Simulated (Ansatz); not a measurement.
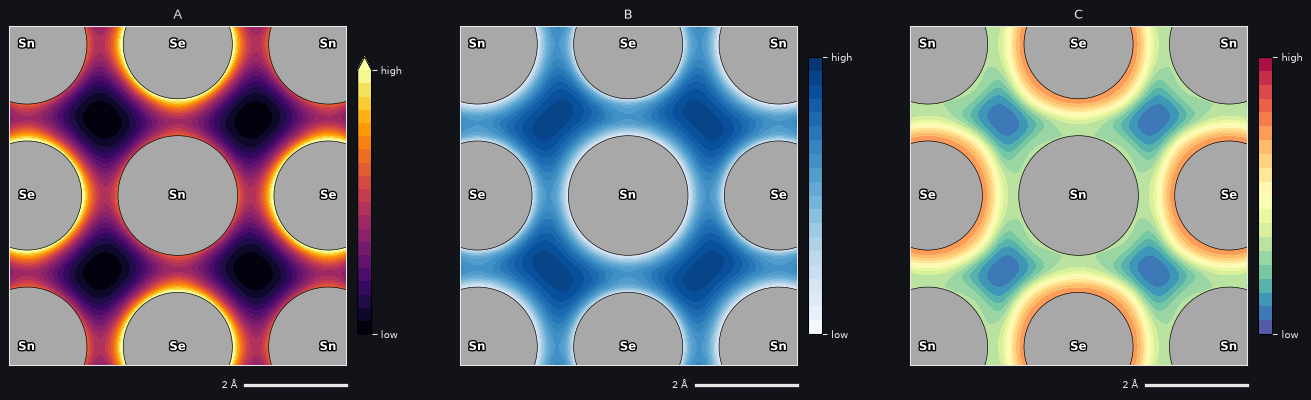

SnSe: 3 fields on the (010) plane of the standardised cell, with unlabelled colour scales. Grey discs cover the atomic cores.

Space group I4/mmm; a structure from a database of computed crystals, not necessarily the ambient phase; started from the database structure prototype, which need not be the ambient phase; computed pressure about 2 GPa in this cell.

Level of theory: DFT, PBE, plane waves, PAW in Ansatz.

```
Sn Se
1.0
     4.21934   -4.21934    0.00000
     4.21934    4.21934    0.00000
     0.00000    0.00000    5.99303
Sn Se
4 4
Cartesian
  0.0000 0.0000 0.0005
  4.2193 0.0000 0.0005
  2.1097 -2.1097 2.9960
  2.1097 2.1097 2.9960
  0.0000 0.0000 2.9959
  4.2193 0.0000 2.9959
  2.1097 -2.1097 0.0006
  2.1097 2.1097 0.0006
```

> The panels show electron localisation function, electrostatic potential energy of an electron and valence pseudo-density in some order. Assign them.

Panel A: valence pseudo-density. Panel B: electrostatic potential energy of an electron (low next to the atoms, rising into the space between them). Panel C: electron localisation function. From the grid: Sn–Se (2.98 Å): ρ at the midpoint is about 0.24 e/Å³; the ELF is about 0.40 at the midpoint.
